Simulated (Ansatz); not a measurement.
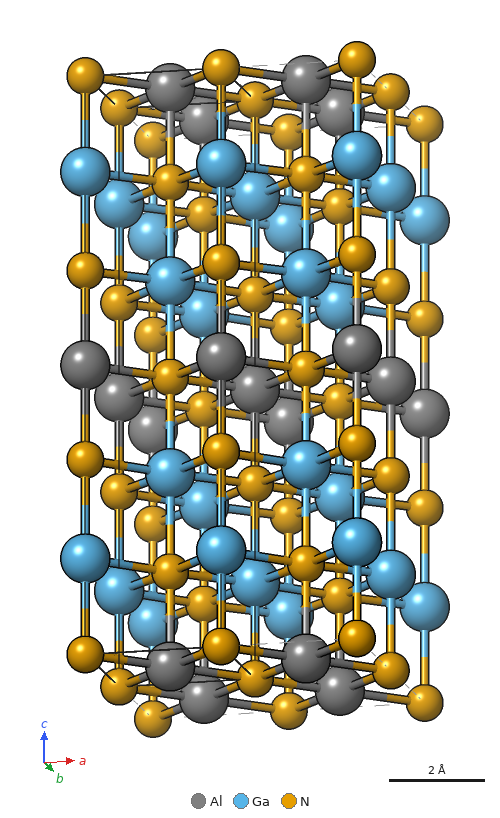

Crystal structure, ball-and-stick style, seen from a general direction. A block of 2×2×1 cells is shown, with one conventional unit cell in solid outline.

AlGa2N3, space group I4/mmm (No. 139), a = 2.97 Å, b = 2.97 Å, c = 12.64 Å, α = 90.00°, β = 90.00°, γ = 90.00°.

The numbers come from DFT PBE, scalar-relativistic, plane waves, PAW (Ansatz 0.2.0), using a 420 eV plane-wave basis, k-points about 0.25 Å⁻¹ apart, Gaussian smearing of 0.02 eV, no spin polarisation.

### How large a gap does the method give, if there is one?

A semiconductor at this level, with a gap of 1.17 eV on the k-mesh (the true edges may lie between mesh points, so the gap can be somewhat smaller).

The structure was taken from a structure type filled with these elements by a generator (whether the compound takes this form wasn't checked). The picture shows the end point of a geometry optimisation with DFT PBE, scalar-relativistic, plane waves, PAW (Ansatz).
